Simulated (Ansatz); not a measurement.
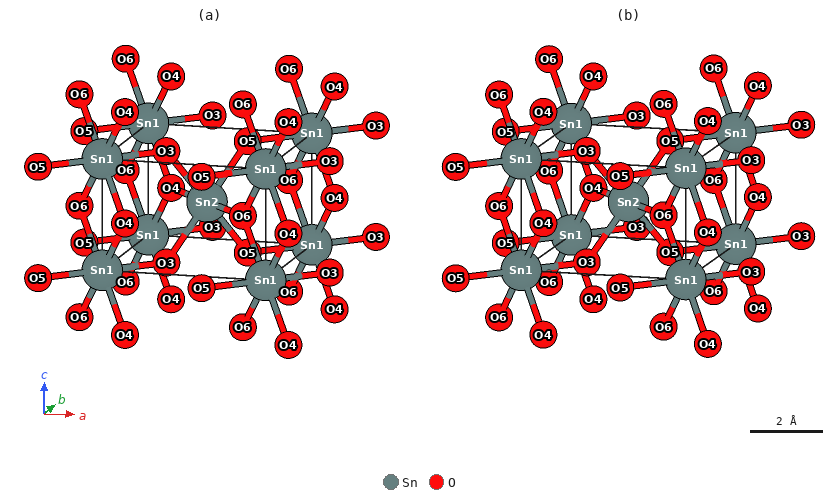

Left: crystalline SnO$_{2}$ (built on the measured structure type) at its r2SCAN-relaxed geometry. Right: the same structure after one change, at the same scale. A ball-and-stick model of the cell of the calculation, seen slightly off an axis.

All numbers below come from DFT, r2SCAN, plane waves, PAW (Ansatz 0.2.0). Set-up: plane-wave cutoff 500 eV; k-point mesh 6 × 6 × 8; occupations fixed; no spin polarisation.

### What distinguishes the right structure from the left one?

The cell is strained by +2.3 % along [1 1 0], −2.3 % along [1 −1 0], none along the third axis (volume −0.1 %). The atoms were relaxed with r2SCAN under that strain, and this is a single point on that geometry.

### How do the computed properties respond?

Energy change: +17.0 meV per atom. The pressure goes from 0.0 to 0.6 GPa. The principal stresses (compression positive) are 10.2 GPa along [1 −1 0], 0.6 GPa along c, −9.0 GPa along [1 1 0]. The forces stay under 0.01 eV/Å. Some distances before and after: O–Sn 2.064 → 2.016 to 2.105 Å. The space group (tolerance 0.01 Å) goes from P4_2/mnm (No. 136) to Cmmm (No. 65).
